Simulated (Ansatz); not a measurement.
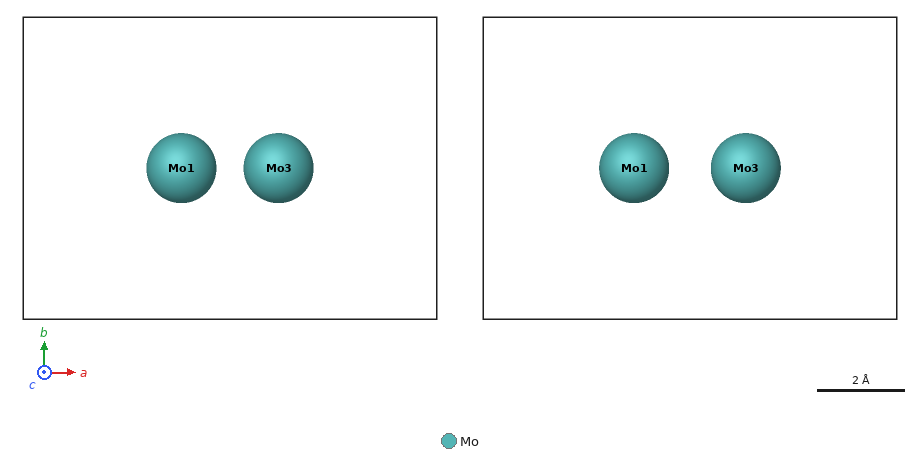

Two geometries of a wire of composition Mo, drawn at one scale. One is the start of a relaxation, the other its converged end. The picture is a spheres-only view of the 2 repeat of the cell, with the vacuum cut short, seen along the c axis.

Computed with Ansatz 0.2.0, DFT PBE, scalar-relativistic, plane waves, PAW. Set-up: plane-wave cutoff 420 eV; k-point mesh 1 × 1 × 13; occupations gaussian; smearing width 0.05 eV; collinear spin; cell relaxed at fixed a, b, alpha, beta, gamma; force threshold 0.01 eV/Å; at most 45 steps.

Q: Which one is relaxed?

A: The left one is the relaxed one. Case: ladder chain of atoms. The largest moves relative to the layer's centre, 0.17 Å, are those of Mo atoms. Along the periodic axis the drawn cell goes c 9.853 → 9.758 Å (−1.0 %). Near-neighbour distances that change, for instance: Mo–Mo 2.586 → 2.252 Å, Mo–Mo 2.463 → 2.440 Å. Over 3 accepted moves (5 points after the start) the energy falls by 1.155 eV per cell of the calculation. The largest force component goes from 2.4 to 0.0078 eV/Å. The line search rejected the trial step at point 2 of the run. At 1 point the geometry stayed and the basis and grid were re-selected for the new cell (energy shift of 0.2 meV per cell of the calculation at most each time). The program noted that the starting moments weren't kept.

Limits of the set-up: the k-point mesh is coarse for a cell with partly filled bands.
